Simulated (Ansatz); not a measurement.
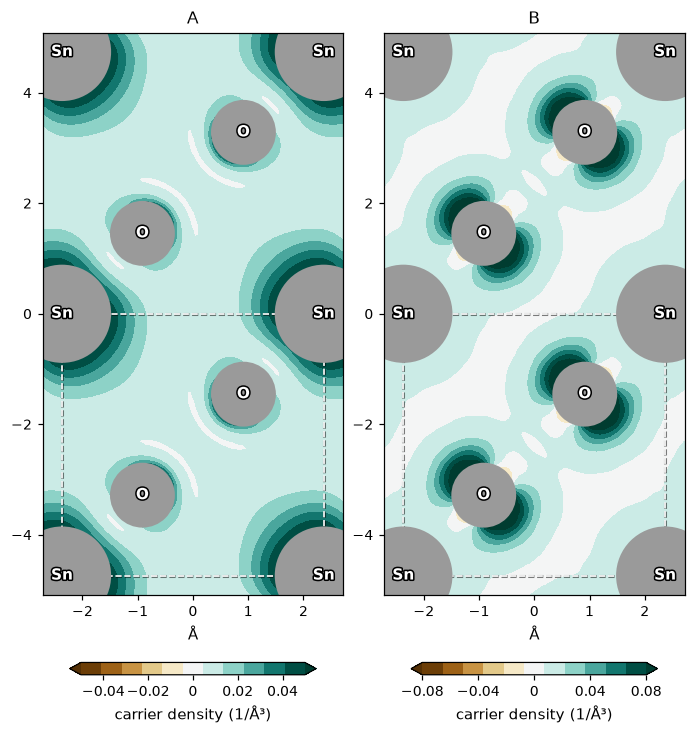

SnO2, doped once with holes and once with electrons (0.2 e in the calculation's cell of 6 atoms, uniform background, atoms fixed). Each panel shows the carrier's density (positive where it sits) on the (001) plane of the conventional cell; grey discs cover the cores. Cores are masked to 0.9 Å (Sn) and 0.6 Å (O).

Space group P4_2/mnm; the calculation finds a residual pressure of about 11 GPa at this fixed cell.

Method: DFT PBE, scalar-relativistic, plane waves, PAW in Ansatz.

Question: Tell the hole from the electron.

Answer: A is the electron: outside the cores it is densest at the edge of the masked core of Sn; it divides as O about 65 % and Sn about 35 %. B is the hole: outside the cores it is densest at the edge of the masked core of O; it divides as O about 85 % and Sn about 15 %. Shares are sums over atomic cells sized by the Bader volumes, which fill 30 % (Sn) and 70 % (O) of the cell, so only an excess over these marks a preference; they are shares of the net change, screening included, and the band-edge orbitals themselves can be more concentrated.
